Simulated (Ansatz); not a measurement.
Single-point calculation, with input and output: Al2Cu

The run: single-point calculation of Al2Cu (3 atoms in the cell). Method and program: DFT PBEsol, scalar-relativistic, plane waves, PAW, no spin polarisation (Ansatz 0.2.0).

The structure derives from a Materials Project entry. It belongs to a series of runs on one base structure; here: input fault: two atoms' positions swapped.

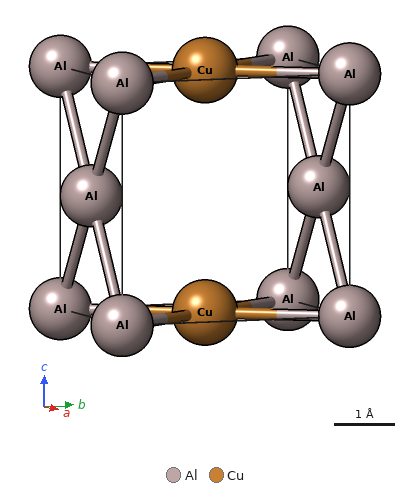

Figure 1. The structure (ball-and-stick view of the cell of the calculation, set on other vectors, seen slightly off an axis). An atom can appear more than once, as a periodic image. Near neighbours in the periodic cell (some may lie outside the picture): Al has 4 Al at 2.51 Å and 4 Cu at 2.51 Å; Al has 4 Al at 2.51 Å; Cu has 4 Al at 2.51 Å.

### Key numbers

- outcome: converged
- space group (tolerance 0.01 Å): Pmmm (47)
- electrons treated: 25
- free energy: −7637.0349 eV
- Fermi energy: 8.886 eV
- gap on the k-point mesh: none (metallic)
- pressure: 4.02 GPa
- largest force (length of the vector): under 0.001 eV/Å
- hardware: 1 thread of Intel Xeon @ 2.50GHz (Skylake/Cascade Lake), 192 GiB of memory available, shared host
- wall time: 16 s
- peak memory: 0.53 GiB

### Input file
```yaml
crystal:
  lattice:
    - [4.105182, 0.0, 0.0]
    - [0.0, 4.105182, 0.0]
    - [0.0, 0.0, 2.891313]
  atoms:
    - { symbol: Al, position: [0.0, 0.0, 0.0] }
    - { symbol: Al, position: [0.0, 0.5, 0.5] }
    - { symbol: Cu, position: [0.5, 0.0, 0.5] }
basis:
  ecutwfc: 420
kpoints:
  mp_grid: { grid: [10, 10, 14] }
hamiltonian:
  xc: pbesol
scf:
  occupations: { method: gaussian, width: 0.1 }
  max_iter: 78
output:
  forces: true
  stress: true
  eigenvalues: true
```

Launched with:
```bash
ansatz run input.yaml --threads 1 --pin off --max-ram 2560MiB --backend cpu --events-out ev --progress --plain --runs-dir out
```

### The program's output
```
Engine: ansatz 0.2.0, x86_64-unknown-linux-gnu
Pseudopotentials: kind: paw
Pseudopotential: Al, paw, valence charge 3, recommended cutoff 420 eV (normal), Al.paw.azcp
Pseudopotential: Cu, paw, valence charge 19, recommended cutoff 420 eV (normal), Cu.paw.azcp
Functional definition: PBEsol
  exchange = pbesol_x
  correlation = pbesol_c
Crystal: 3 atoms, lattice volume = 48.726 Å³
Basis set: ecut = 420 eV, 945 PW (Γ), exchange–correlation on 60×60×40 points (8 copies of the dense FFT grid, shifted against one another)
Bands: 17, of which v1, the nominal top of the filled ones, is band 13 counted from 1 (12 counted from 0)
Symmetry: 8 space group operations
Space group: Pmmm (ITA 47), of the structure as read, at distance tolerance 3.7e-5 Å
k-points: 288 of 1400
Non-local potential: Al, projectors of the file, l = 0: 2, l = 1: 2, l = 2: 1
Non-local potential: Cu, projectors of the file, l = 0: 3, l = 1: 2, l = 2: 3, l = 3: 1
PAW form: soft (Blöchl's): semilocal exchange-correlation on the pseudo side does not see the compensation charge
PAW frozen core: Al, regenerated for the run's functional, and the local potential with it (the file was generated under x = pbe(κ = 0.804, μ = 0.2195149727645171), c = pbe(β = 0.06672455060314922))
PAW frozen core: Cu, regenerated for the run's functional, and the local potential with it (the file was generated under x = pbe(κ = 0.804, μ = 0.2195149727645171), c = pbe(β = 0.06672455060314922))
PAW one-centre angular grid: Al, 110 points (default); XC on 64 Gauss nodes
PAW one-centre angular grid: Cu, 590 points (default); XC on 64 Gauss nodes
Initial density: superposition of atomic densities (neutral atoms: chi_scale 0, normalization atom), corrected by the library's trained network
Initial wavefunctions: pseudopotential atomic-orbital guess
Functional: x = pbesol(κ = 0.804, μ = 0.12345679012345678), c = pbesol(β = 0.046)
SCF iter   1: F=—  HF=-7637.037044 eV  |F-HF|=—  |Δ(HF+E_count)|=         —  Δρ=5.60e-3  dr2=7.83e-3  ethr=1.77e-3  ⟨swp⟩=5.4  Hψ=25207  notcnv=0
preconditioner: auto → Kerker (q_TF=auto, 2.441 Å⁻¹)  [metal: Δε(μ)=0.005 eV  Ē_g=7.611 eV  σ=0.100 eV  W_gap=0.03  n_scr=10 (ndim 8)  ℏωp=21.9 eV  f_vac=0.000  D(μ)=1.30/eV (n_scr^D=10)]
SCF iter   2: F=—  HF=-7637.035110 eV  |F-HF|=—  |Δ(HF+E_count)|=   1.93e-3  Δρ=1.18e-3  dr2=1.17e-3  ethr=3.13e-5  ⟨swp⟩=2.2  Hψ=9680  notcnv=0  defer=1
SCF iter   3: F=—  HF=-7637.035002 eV  |F-HF|=—  |Δ(HF+E_count)|=   1.08e-4  Δρ=8.21e-4  dr2=5.05e-4  ethr=4.66e-6  ⟨swp⟩=1.0  Hψ=4819  notcnv=0  defer=1
SCF iter   4: F=—  HF=-7637.034921 eV  |F-HF|=—  |Δ(HF+E_count)|=   8.14e-5  Δρ=1.60e-4  dr2=3.19e-5  ethr=2.02e-6  ⟨swp⟩=1.9  Hψ=5811  notcnv=0  defer=1
SCF iter   5: F=—  HF=-7637.034934 eV  |F-HF|=—  |Δ(HF+E_count)|=   1.29e-5  Δρ=4.62e-5  dr2=2.03e-6  ethr=1.28e-7  ⟨swp⟩=2.1  Hψ=6478  notcnv=0  defer=1
SCF iter   6: F=—  HF=-7637.034934 eV  |F-HF|=—  |Δ(HF+E_count)|=   5.50e-8  Δρ=1.65e-5  dr2=1.92e-7  ethr=8.10e-9  ⟨swp⟩=2.3  Hψ=6997  notcnv=0  defer=1
SCF iter   7: F=-7637.034934 eV  HF=-7637.034934 eV  |F-HF|=4.79e-8  |Δ(HF+E_count)|=   2.94e-8  Δρ=6.89e-6  dr2=3.00e-8  ethr=4.00e-10  ⟨swp⟩=5.0  Hψ=17461  notcnv=0
SCF 1 converged in 7 iterations: F = -7637.034934 eV  dr2 = 3.00e-8
  greatest PAW one-centre occupation: 1.000 electrons in one spin orbital (limit 2), on the Cu atom at site 2 (counted from 0), in its partial waves of l = 0
```

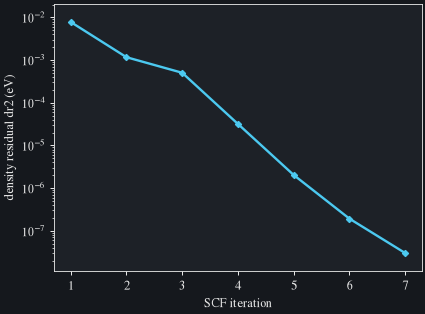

Figure 2. Convergence of the self-consistent field: density residual dr2 against the SCF iteration. The residual falls at every step.

```
SCF converged after 7 iterations
Free energy (F): -7637.034934 eV
Harris-Foulkes:  -7637.034934 eV  (|F-HF|=4.79e-8)
Internal energy: -7637.028342 eV  (E = F + TS)
E sigma→0 (E₀):  -7637.031638 eV
Entropy (-TS):   -0.006592 eV (-2.197 meV/atom)
Fermi energy:    8.886134 eV
--- Per-component energies (eV) ---
  E_band       = -489.776501
  E_kinetic    = 347.282141
  E_local      = -6059.621975  (includes V_loc(G=0)·N_el)
  E_nonlocal   = 413.357919
  E_hartree    = 2720.260332
  E_xc         = -167.663466
  E_vxc        = -173.400876  (∫ρ·V_xc dr)
  E_paw        = -2536.728650  (= ΣΔE_a)
  E_vpaw       = -457.930191  (= ΣTr[D̂ρ^β])
  E_aug_tail   = 0.000237  (compensation charges beyond the density's cutoff)
  E_ewald      = -2354.159360
  E_core_change = 0.244480  (= ΣΔE_core)
  E_smearing   = -0.006592  (= −TS)
  E_closure    = 0.000000  (closes the sum)
  Σ components = -7637.034934   (vs F -7637.034934, Δ=0.00e0)
--- Forces (eV/Å), atoms counted from 1 ---
  atom   1  Al    -0.00000000     0.00000000     0.00000000
  atom   2  Al    -0.00000000     0.00000000     0.00000000
  atom   3  Cu    -0.00000000     0.00000000     0.00000000
  max |Σ_I F_I| component: 2.54e-29 eV/Å
--- Stress (GPa, compression-positive) ---
       -5.676060       0.000000       0.000000
        0.000000      13.164031       0.000000
        0.000000       0.000000       4.575964
  P = ⅓ Tr σ = 4.0213 GPa (40.213 kbar)
--- Band table (eV; the first three rows and the last of 288) ---
  k-point 0: bands = ["-103.8896", "-61.5476", "-61.3890", "-61.2883", "-1.6766", "4.8955", "5.0351", "5.4898", "5.6762", "6.1211", "6.1836", "6.8646", "8.1491", "10.4545", "14.4882", "15.3540", "16.1950"]
  k-point 1: bands = ["-103.8895", "-61.5475", "-61.3896", "-61.2883", "-1.5866", "4.9292", "5.0675", "5.4978", "5.5797", "5.9824", "6.3841", "7.0297", "8.1906", "10.5124", "13.2062", "15.4423", "16.4098"]
  k-point 2: bands = ["-103.8895", "-61.5474", "-61.3913", "-61.2882", "-1.3175", "5.0012", "5.1732", "5.3804", "5.5200", "5.8503", "6.7051", "7.4365", "8.3037", "10.6478", "11.4883", "15.7028", "16.6316"]
  k-point 287: bands = ["-103.8889", "-61.5467", "-61.4012", "-61.2875", "3.9106", "4.6982", "4.7270", "5.3892", "5.4224", "5.7917", "6.0966", "7.9327", "7.9592", "8.3780", "9.1299", "9.4308", "12.1566"]
```

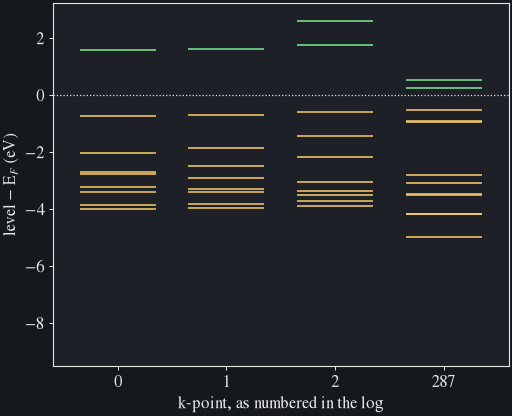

Figure 3. Kohn–Sham levels near the Fermi level (dotted) at the few k-points that the log prints; levels within 0.02 eV of each other stand side by side. The system is metallic on the full mesh.
